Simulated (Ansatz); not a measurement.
## Run report: SiC$_{12}$, geometry relaxation (part 1 of 2)

The run: geometry relaxation of SiC$_{12}$ (slab, 13 atoms in the cell). Method and program: DFT, PBE, plane waves, PAW, PAW set soft_1, no spin polarisation (Ansatz 0.2.0).

The structure derives from a Materials Project entry. Some settings of this run were made unusual or wrong on purpose. The input holds or restrains some coordinates. Forces given for the steps count only the free coordinates. Figures and captions count atoms from 1; the log counts them from 0 in places.

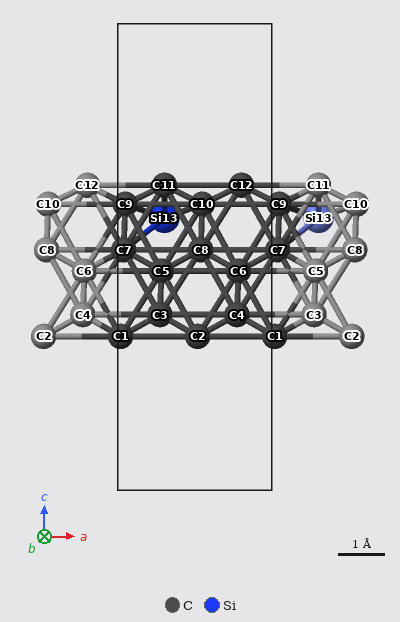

**Figure 1.** The structure as given in the input (ball-and-stick view of the cell of the calculation, with the vacuum cut short, along the b axis; neighbours outside the cell are drawn fainter; atoms are numbered from 1 in the order of the input). An atom can appear more than once, as a periodic image.

### Input
```yaml
crystal:
  lattice:
    - [3.45288374, 0.0, 0.0]
    - [-0.86322094, 6.15011577, 0.0]
    - [0.0, 0.0, 14.20350003]
  atoms:
    - { symbol: C, position: [0.0197005045, 0.0788020181, 0.1971345087] }
    - { symbol: C, position: [0.5197005045, 0.0788020181, 0.1971345087] }
    - { symbol: C, position: [0.2746256306, 0.0985025226, 0.2311704171] }
    - { symbol: C, position: [0.7746256306, 0.0985025226, 0.2311704171] }
    - { symbol: C, position: [0.2844758829, 0.1379035317, 0.2992422339] }
    - { symbol: C, position: [0.7844758829, 0.1379035317, 0.2992422339] }
    - { symbol: C, position: [0.0392966974, 0.1571967136, 0.3324023517] }
    - { symbol: C, position: [0.5392966974, 0.1571967136, 0.3324023517] }
    - { symbol: C, position: [0.0496769426, 0.1987212268, 0.4035397394] }
    - { symbol: C, position: [0.5496769426, 0.1987212268, 0.4035397394] }
    - { symbol: C, position: [0.3040736089, 0.2163107297, 0.4332382875] }
    - { symbol: C, position: [0.8040736089, 0.2163107297, 0.4332382875] }
    - { symbol: Si, position: [0.3040736089, 0.4663107297, 0.3822920052] }
basis:
  ecutwfc: 420
kpoints:
  mp_grid: { grid: [6, 3, 1] }
hamiltonian:
  xc: pbe
  pseudopotentials: { kind: paw, azcp: { folder: soft_1 } }
scf:
  occupations: { method: gaussian, width: 0.1 }
  max_iter: 80
output:
  forces: true
  eigenvalues: true
relax:
  adjacent_minimum: "off"
  f_tol: 0.025
  max_steps: 16
  constraints:
    - { sites: [0, 1, 2, 3, 4, 5, 6, 7, 8, 9, 10, 11] }
    - { sites: [12], fix: xy }
efield:
  axis: 3
  dipole_correction: true
  ramp_width: 0.04
```

Launch command:
```bash
ansatz run input.yaml --threads 4 --pin off --max-ram 12288MiB --backend cpu --events-out ev --progress --plain --runs-dir out
```

### Output
```
The last accepted step is kept in [file] (removed where the run ends without a failure and the disk answers)
Engine: ansatz 0.2.0, aarch64-unknown-linux-gnu
Pseudopotentials: kind: paw
Pseudopotential: C, paw, valence charge 4, recommended cutoff 420 eV (normal), [file]
Pseudopotential: Si, paw, valence charge 4, recommended cutoff 420 eV (normal), [file]
Functional definition: PBE
  parameter kappa = 0.804
  parameter beta = 0.06672455060314922
  exchange = pbe_x(kappa = kappa, mu = beta*pi^2/3)
  correlation = pbe_c(beta = beta)
Crystal: 13 atoms, lattice volume = 301.620 Å³
Basis set: ecut = 420 eV, 5905 PW (Γ), exchange–correlation on 48×90×192 points (8 copies of the dense FFT grid, shifted against one another)
Bands: 39, of which v1, the nominal top of the filled ones, is band 26 counted from 1 (25 counted from 0)
Symmetry: 1 space group operations
Space group: P1 (ITA 1), of the structure as read, at distance tolerance 6.7e-5 Å
k-points: 10 of 18 (time reversal used)
Non-local potential: C, projectors of the file, l = 0: 2, l = 1: 2, l = 2: 1
Non-local potential: Si, projectors of the file, l = 0: 2, l = 1: 2, l = 2: 1
PAW form: soft (Blöchl's): semilocal exchange-correlation on the pseudo side does not see the compensation charge
PAW one-centre angular grid: C, 110 points (default); XC on 64 Gauss nodes
PAW one-centre angular grid: Si, 110 points (default); XC on 64 Gauss nodes
Initial density: superposition of atomic densities (neutral atoms: chi_scale 0, normalization atom)
Initial wavefunctions: pseudopotential atomic-orbital guess
Functional: x = pbe(κ = 0.804, μ = 0.2195149727645171), c = pbe(β = 0.06672455060314922)
SCF iter   1: F=—  HF=-3557.022333 eV  |F-HF|=—  |Δ(HF+E_count)|=         —  Δρ=2.42e-1  dr2=2.51e2  ethr=3.10e-3  p=-0.000 e·Å  D=-6.55e-8 V/Å  ΔV_dip=0.00 eV  dr2_dipole=1.74e-2  V_vac-E_F(+/−)=12.78/12.78 eV  ⟨swp⟩=12.1  Hψ=3056  notcnv=0  defer=28
efield: sawtooth ramp at fractional position 0.7952 (placed from the atoms, in the widest stretch of the axis that holds none; the zero of the levels goes with the place), width 0.0400; the density the first Hamiltonian is built on has a dipole p = -0.000 e·Å; the dipole correction subtracts the counter field D = -6.55e-8 V/Å, which shifts the + side's vacuum level by +0.00 eV against the − side's; the planar-averaged density in the ramp window peaks in size at 1.1e-5 e/Å³
preconditioner: auto → LDOS  [metal: Δε(μ)=0.011 eV  Ē_g=13.045 eV  σ=0.100 eV  W_gap=0.06  n_scr=34 (ndim 8)  ℏωp=8.5 eV  f_vac=0.597  D(μ)=4.71/eV (n_scr^D=20)  β→1.0]
SCF iter   2: F=—  HF=-3658.420370 eV  |F-HF|=—  |Δ(HF+E_count)|=    1.01e2  Δρ=3.22e-1  dr2=1.20e3  ethr=3.10e-3  p=2.018 e·Å  D=1.21e0 V/Å  ΔV_dip=-17.20 eV  dr2_dipole=1.76e2  V_vac-E_F(+/−)=-2.06/15.14 eV  ⟨swp⟩=19.1  Hψ=4465  notcnv=0  defer=79  recentre
SCF iter   3: F=—  HF=-3496.919930 eV  |F-HF|=—  |Δ(HF+E_count)|=    1.62e2  Δρ=1.24e-1  dr2=1.07e2  ethr=3.10e-3  p=-0.200 e·Å  D=-1.20e-1 V/Å  ΔV_dip=1.71 eV  dr2_dipole=1.89e1  V_vac-E_F(+/−)=10.25/8.42 eV  ⟨swp⟩=11.8  Hψ=3270  notcnv=0  defer=61
SCF iter   4: F=—  HF=-3480.688247 eV  |F-HF|=—  |Δ(HF+E_count)|=    1.62e1  Δρ=5.18e-2  dr2=1.88e1  ethr=3.10e-3  p=-0.592 e·Å  D=-3.55e-1 V/Å  ΔV_dip=5.04 eV  dr2_dipole=1.85e-1  V_vac-E_F(+/−)=11.74/6.74 eV  ⟨swp⟩=8.1  Hψ=1376  notcnv=0  defer=67
SCF iter   5: F=—  HF=-3477.854078 eV  |F-HF|=—  |Δ(HF+E_count)|=    2.83e0  Δρ=3.28e-2  dr2=7.26e0  ethr=3.10e-3  p=-0.302 e·Å  D=-1.81e-1 V/Å  ΔV_dip=2.58 eV  dr2_dipole=1.29e-1  V_vac-E_F(+/−)=8.22/5.66 eV  ⟨swp⟩=7.8  Hψ=1160  notcnv=0  defer=58
SCF iter   6: F=—  HF=-3476.813757 eV  |F-HF|=—  |Δ(HF+E_count)|=    1.04e0  Δρ=1.99e-2  dr2=2.19e0  ethr=3.10e-3  p=0.030 e·Å  D=1.78e-2 V/Å  ΔV_dip=-0.25 eV  dr2_dipole=2.28e-1  V_vac-E_F(+/−)=4.92/5.18 eV  ⟨swp⟩=8.1  Hψ=1081  notcnv=0  defer=57
SCF iter   7: F=—  HF=-3476.660733 eV  |F-HF|=—  |Δ(HF+E_count)|=   1.53e-1  Δρ=1.12e-2  dr2=5.66e-1  ethr=3.10e-3  p=0.015 e·Å  D=8.77e-3 V/Å  ΔV_dip=-0.12 eV  dr2_dipole=1.21e-2  V_vac-E_F(+/−)=4.67/4.79 eV  ⟨swp⟩=3.5  Hψ=537  notcnv=0  defer=53
SCF iter   8: F=—  HF=-3476.609903 eV  |F-HF|=—  |Δ(HF+E_count)|=   5.08e-2  Δρ=4.77e-3  dr2=5.47e-2  ethr=1.09e-3  p=0.056 e·Å  D=3.34e-2 V/Å  ΔV_dip=-0.48 eV  dr2_dipole=5.10e-3  V_vac-E_F(+/−)=4.05/4.52 eV  ⟨swp⟩=5.7  Hψ=601  notcnv=0  defer=54
SCF iter   9: F=—  HF=-3476.609147 eV  |F-HF|=—  |Δ(HF+E_count)|=   7.55e-4  Δρ=2.16e-3  dr2=2.00e-2  ethr=1.05e-4  p=0.047 e·Å  D=2.81e-2 V/Å  ΔV_dip=-0.40 eV  dr2_dipole=5.70e-4  V_vac-E_F(+/−)=4.08/4.47 eV  ⟨swp⟩=4.3  Hψ=687  notcnv=0  defer=53
SCF iter  10: F=—  HF=-3476.608194 eV  |F-HF|=—  |Δ(HF+E_count)|=   9.53e-4  Δρ=1.13e-3  dr2=4.01e-3  ethr=3.85e-5  p=0.032 e·Å  D=1.93e-2 V/Å  ΔV_dip=-0.27 eV  dr2_dipole=4.70e-4  V_vac-E_F(+/−)=4.24/4.51 eV  ⟨swp⟩=3.2  Hψ=625  notcnv=0  defer=50
SCF iter  11: F=—  HF=-3476.608967 eV  |F-HF|=—  |Δ(HF+E_count)|=   7.73e-4  Δρ=5.07e-4  dr2=8.47e-4  ethr=7.71e-6  p=0.030 e·Å  D=1.82e-2 V/Å  ΔV_dip=-0.26 eV  dr2_dipole=1.26e-4  V_vac-E_F(+/−)=4.26/4.52 eV  ⟨swp⟩=2.9  Hψ=647  notcnv=0  defer=50
SCF iter  12: F=—  HF=-3476.609154 eV  |F-HF|=—  |Δ(HF+E_count)|=   1.86e-4  Δρ=2.42e-4  dr2=2.74e-4  ethr=1.63e-6  p=0.030 e·Å  D=1.82e-2 V/Å  ΔV_dip=-0.26 eV  dr2_dipole=4.13e-5  V_vac-E_F(+/−)=4.26/4.52 eV  ⟨swp⟩=2.8  Hψ=553  notcnv=0  defer=50
SCF iter  13: F=—  HF=-3476.609234 eV  |F-HF|=—  |Δ(HF+E_count)|=   8.01e-5  Δρ=8.99e-5  dr2=2.08e-5  ethr=5.28e-7  p=0.031 e·Å  D=1.83e-2 V/Å  ΔV_dip=-0.26 eV  dr2_dipole=1.50e-8  V_vac-E_F(+/−)=4.27/4.53 eV  ⟨swp⟩=2.2  Hψ=394  notcnv=0  defer=50
SCF iter  14: F=-3476.609258 eV  HF=-3476.609249 eV  |F-HF|=9.02e-6  |Δ(HF+E_count)|=   1.49e-5  Δρ=4.84e-5  dr2=6.25e-6  ethr=3.00e-8  p=0.031 e·Å  D=1.84e-2 V/Å  ΔV_dip=-0.26 eV  dr2_dipole=8.21e-7  V_vac-E_F(+/−)=4.27/4.53 eV  ⟨swp⟩=22.9  Hψ=3283  notcnv=0
WARN: efield: at this solve's end the planar-averaged density reaches 1.17e-5 e/Å³ inside the ramp window [0.7248, 0.9056] (bound 1e-5 e/Å³); the window's nearer edge stands 4.14 Å from this solve's nearest atom along the axis. Its work functions, free energy, forces, stress, dipole, levels and responses can be off, and this figure does not tell by how much. A short vacuum, a low `basis.ecutwfc` or `basis.ecutrho_ratio` and negative occupations (`scf.occupations.method`) can put density there. See the manual's quickstart, § The vacuum guard
SCF 1 converged in 14 iterations: F = -3476.609258 eV  dr2 = 6.25e-6
  greatest PAW one-centre occupation: 1.020 electrons in one spin orbital (limit 2), on the C atom at site 8 (counted from 0), in its partial waves of l = 1
relax step   1: F+E_penalty+E_count = -3476.60925784 eV  Δ(F+E_penalty+E_count) = +0.000e0 eV  max|allowed force component| = 9.604e-1 eV/Å  Δτ_max = 0.0000 Å  (14 SCF iters, dr2 threshold 1.56e-5 eV, accepted)
Initial density: handed on by an earlier stage of this run
Initial wavefunctions: those handed on with the density
iter 1 solved again at ethr=1.42e-5 eV; its pass at ethr=3.10e-3 eV (dr2=7.38e-3 eV) is discarded
SCF iter   1: F=—  HF=-3476.629882 eV  |F-HF|=—  |Δ(HF+E_count)|=         —  Δρ=8.88e-4  dr2=7.31e-3  ethr=1.42e-5  p=0.031 e·Å  D=1.84e-2 V/Å  ΔV_dip=-0.26 eV  dr2_dipole=1.77e-3  V_vac-E_F(+/−)=4.28/4.54 eV  ⟨swp⟩=2.0  Hψ=1073  notcnv=0  defer=72
efield: sawtooth ramp at fractional position 0.7952 (handed on by an earlier solve), width 0.0400; the density the first Hamiltonian is built on has a dipole p = 0.031 e·Å; the dipole correction subtracts the counter field D = 1.84e-2 V/Å, which shifts the + side's vacuum level by -0.26 eV against the − side's; the planar-averaged density in the ramp window peaks in size at 1.1e-5 e/Å³
preconditioner: auto → LDOS  [metal: Δε(μ)=0.022 eV  Ē_g=14.425 eV  σ=0.100 eV  W_gap=0.13  n_scr=34 (ndim 8)  ℏωp=14.5 eV  f_vac=0.634  D(μ)=7.60/eV (n_scr^D=48)  β→1.0]
SCF iter   2: F=—  HF=-3476.629334 eV  |F-HF|=—  |Δ(HF+E_count)|=   5.48e-4  Δρ=3.53e-4  dr2=5.08e-4  ethr=1.41e-5  p=0.031 e·Å  D=1.85e-2 V/Å  ΔV_dip=-0.26 eV  dr2_dipole=1.42e-5  V_vac-E_F(+/−)=4.27/4.53 eV  ⟨swp⟩=2.0  Hψ=330  notcnv=0  defer=72
SCF iter   3: F=—  HF=-3476.629358 eV  |F-HF|=—  |Δ(HF+E_count)|=   2.43e-5  Δρ=1.38e-4  dr2=2.15e-4  ethr=9.77e-7  p=0.031 e·Å  D=1.86e-2 V/Å  ΔV_dip=-0.26 eV  dr2_dipole=5.58e-5  V_vac-E_F(+/−)=4.27/4.53 eV  ⟨swp⟩=2.0  Hψ=545  notcnv=0  defer=72
SCF iter   4: F=-3476.629303 eV  HF=-3476.629352 eV  |F-HF|=4.95e-5  |Δ(HF+E_count)|=   5.73e-6  Δρ=6.87e-5  dr2=4.76e-5  ethr=1.11e-7  p=0.031 e·Å  D=1.87e-2 V/Å  ΔV_dip=-0.26 eV  dr2_dipole=1.43e-5  V_vac-E_F(+/−)=4.27/4.53 eV  ⟨swp⟩=12.0  Hψ=2268  notcnv=0
WARN: efield: at this solve's end the planar-averaged density reaches 1.18e-5 e/Å³ inside the ramp window [0.7248, 0.9056] (bound 1e-5 e/Å³); the window's nearer edge stands 4.14 Å from this solve's nearest atom along the axis. Its work functions, free energy, forces, stress, dipole, levels and responses can be off, and this figure does not tell by how much. A short vacuum, a low `basis.ecutwfc` or `basis.ecutrho_ratio` and negative occupations (`scf.occupations.method`) can put density there. See the manual's quickstart, § The vacuum guard
SCF 2 converged in 4 iterations: F = -3476.629303 eV  dr2 = 4.76e-5
relax step   2: F+E_penalty+E_count = -3476.62930270 eV  Δ(F+E_penalty+E_count) = -2.004e-2 eV  max|allowed force component| = 1.011e0 eV/Å  Δτ_max = 0.0204 Å  (4 SCF iters, dr2 threshold 5.77e-5 eV, accepted)
[... from here on the SCF iterations and repeated set-up lines of each step are left out, up to the last step ...]
SCF 3 converged in 7 iterations: F = -3476.872997 eV  dr2 = 3.17e-5
relax step   3: F+E_penalty+E_count = -3476.87299694 eV  Δ(F+E_penalty+E_count) = -2.437e-1 eV  max|allowed force component| = 1.512e0 eV/Å  Δτ_max = 0.1950 Å  (7 SCF iters, dr2 threshold 6.39e-5 eV, accepted)
SCF 4 converged in 8 iterations: F = -3477.232463 eV  dr2 = 1.33e-5
relax step   4: F+E_penalty+E_count = -3477.23246323 eV  Δ(F+E_penalty+E_count) = -3.595e-1 eV  max|allowed force component| = 2.215e0 eV/Å  Δτ_max = 0.1950 Å  (8 SCF iters, dr2 threshold 1.00e-4 eV, accepted)
SCF 5 converged in 8 iterations: F = -3477.751163 eV  dr2 = 1.87e-5
relax step   5: F+E_penalty+E_count = -3477.75116285 eV  Δ(F+E_penalty+E_count) = -5.187e-1 eV  max|allowed force component| = 3.126e0 eV/Å  Δτ_max = 0.1950 Å  (8 SCF iters, dr2 threshold 1.00e-4 eV, accepted)
SCF 6 converged in 8 iterations: F = -3478.449807 eV  dr2 = 2.69e-5
relax step   6: F+E_penalty+E_count = -3478.44980676 eV  Δ(F+E_penalty+E_count) = -6.986e-1 eV  max|allowed force component| = 4.005e0 eV/Å  Δτ_max = 0.1950 Å  (8 SCF iters, dr2 threshold 1.00e-4 eV, accepted)
SCF 7 converged in 8 iterations: F = -3479.287022 eV  dr2 = 2.60e-5
relax step   7: F+E_penalty+E_count = -3479.28702181 eV  Δ(F+E_penalty+E_count) = -8.372e-1 eV  max|allowed force component| = 4.489e0 eV/Å  Δτ_max = 0.1950 Å  (8 SCF iters, dr2 threshold 1.00e-4 eV, accepted)
SCF 8 converged in 8 iterations: F = -3480.158340 eV  dr2 = 1.74e-5
relax step   8: F+E_penalty+E_count = -3480.15834020 eV  Δ(F+E_penalty+E_count) = -8.713e-1 eV  max|allowed force component| = 4.335e0 eV/Å  Δτ_max = 0.1950 Å  (8 SCF iters, dr2 threshold 1.00e-4 eV, accepted)
SCF 9 converged in 7 iterations: F = -3480.937464 eV  dr2 = 3.74e-5
relax step   9: F+E_penalty+E_count = -3480.93746365 eV  Δ(F+E_penalty+E_count) = -7.791e-1 eV  max|allowed force component| = 3.571e0 eV/Å  Δτ_max = 0.1950 Å  (7 SCF iters, dr2 threshold 1.00e-4 eV, accepted)
SCF 10 converged in 7 iterations: F = -3481.527346 eV  dr2 = 3.00e-5
relax step  10: F+E_penalty+E_count = -3481.52734635 eV  Δ(F+E_penalty+E_count) = -5.899e-1 eV  max|allowed force component| = 2.443e0 eV/Å  Δτ_max = 0.1950 Å  (7 SCF iters, dr2 threshold 1.00e-4 eV, accepted)
SCF 11 converged in 6 iterations: F = -3481.885761 eV  dr2 = 5.35e-5
relax step  11: F+E_penalty+E_count = -3481.88576097 eV  Δ(F+E_penalty+E_count) = -3.584e-1 eV  max|allowed force component| = 1.243e0 eV/Å  Δτ_max = 0.1950 Å  (6 SCF iters, dr2 threshold 1.00e-4 eV, accepted)
SCF 12 converged in 7 iterations: F = -3482.021480 eV  dr2 = 2.25e-5
relax step  12: F+E_penalty+E_count = -3482.02148048 eV  Δ(F+E_penalty+E_count) = -1.357e-1 eV  max|allowed force component| = 1.510e-1 eV/Å  Δτ_max = 0.2000 Å  (7 SCF iters, dr2 threshold 1.00e-4 eV, accepted)
SCF 13 converged in 7 iterations: F = -3482.023861 eV  dr2 = 1.23e-6
relax step  13: F+E_penalty+E_count = -3482.02386055 eV  Δ(F+E_penalty+E_count) = -2.380e-3 eV  max|allowed force component| = 2.505e-3 eV/Å  Δτ_max = 0.0311 Å  (7 SCF iters, dr2 threshold 1.42e-6 eV, accepted)
iter 1 solved again at ethr=2.36e-9 eV; its pass at ethr=3.10e-3 eV (dr2=1.23e-6 eV) is discarded
SCF iter   1: F=—  HF=-3482.023868 eV  |F-HF|=—  |Δ(HF+E_count)|=         —  Δρ=1.81e-5  dr2=1.23e-6  ethr=2.36e-9  p=0.030 e·Å  D=1.78e-2 V/Å  ΔV_dip=-0.25 eV  dr2_dipole=7.76e-11  V_vac-E_F(+/−)=4.34/4.59 eV  ⟨swp⟩=1.0  Hψ=1020  notcnv=0
efield: sawtooth ramp at fractional position 0.8393 (handed on by an earlier solve), width 0.0400; the density the first Hamiltonian is built on has a dipole p = 0.030 e·Å; the dipole correction subtracts the counter field D = 1.78e-2 V/Å, which shifts the + side's vacuum level by -0.25 eV against the − side's; the planar-averaged density in the ramp window peaks in size at 9.7e-5 e/Å³
preconditioner: auto → LDOS  [metal: Δε(μ)=0.030 eV  Ē_g=13.711 eV  σ=0.100 eV  W_gap=0.17  n_scr=34 (ndim 8)  ℏωp=14.4 eV  f_vac=0.608  D(μ)=11.30/eV (n_scr^D=98)  β→1.0]
SCF iter   2: F=—  HF=-3482.023861 eV  |F-HF|=—  |Δ(HF+E_count)|=   6.33e-6  Δρ=1.46e-5  dr2=5.78e-7  ethr=2.36e-9  p=0.030 e·Å  D=1.79e-2 V/Å  ΔV_dip=-0.25 eV  dr2_dipole=2.83e-11  V_vac-E_F(+/−)=4.34/4.59 eV  ⟨swp⟩=2.8  Hψ=557  notcnv=0
SCF iter   3: F=—  HF=-3482.023861 eV  |F-HF|=—  |Δ(HF+E_count)|=   3.07e-8  Δρ=1.42e-5  dr2=7.11e-7  ethr=1.11e-9  p=0.030 e·Å  D=1.79e-2 V/Å  ΔV_dip=-0.25 eV  dr2_dipole=2.66e-8  V_vac-E_F(+/−)=4.34/4.59 eV  ⟨swp⟩=2.9  Hψ=543  notcnv=0
SCF iter   4: F=-3482.023861 eV  HF=-3482.023861 eV  |F-HF|=1.60e-8  |Δ(HF+E_count)|=   7.44e-8  Δρ=4.43e-6  dr2=8.31e-8  ethr=1.92e-10  p=0.030 e·Å  D=1.79e-2 V/Å  ΔV_dip=-0.25 eV  dr2_dipole=4.46e-9  V_vac-E_F(+/−)=4.34/4.59 eV  ⟨swp⟩=7.5  Hψ=1672  notcnv=0
WARN: efield: at this solve's end the planar-averaged density reaches 9.71e-5 e/Å³ inside the ramp window [0.7688, 0.9497] (bound 1e-5 e/Å³); the window's nearer edge stands 3.48 Å from this solve's nearest atom along the axis. Its work functions, free energy, forces, stress, dipole, levels and responses can be off, and this figure does not tell by how much. A short vacuum, a low `basis.ecutwfc` or `basis.ecutrho_ratio` and negative occupations (`scf.occupations.method`) can put density there. See the manual's quickstart, § The vacuum guard
SCF 14 converged in 4 iterations: F = -3482.023861 eV  dr2 = 8.31e-8
relax step  14: F+E_penalty+E_count = -3482.02386121 eV  Δ(F+E_penalty+E_count) = -6.534e-7 eV  max|allowed force component| = 2.607e-3 eV/Å  Δτ_max = 0.0000 Å  (4 SCF iters, accepted)
```

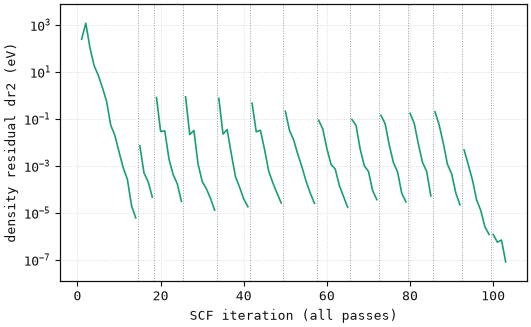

**Figure 2.** Convergence of the self-consistent field: density residual dr2 against the SCF iteration. The dotted lines part the SCF passes of the relaxation: geometry steps, rejected trials and re-solves on a re-selected basis. The 14 passes take 4 to 14 iterations each, 103 in all.
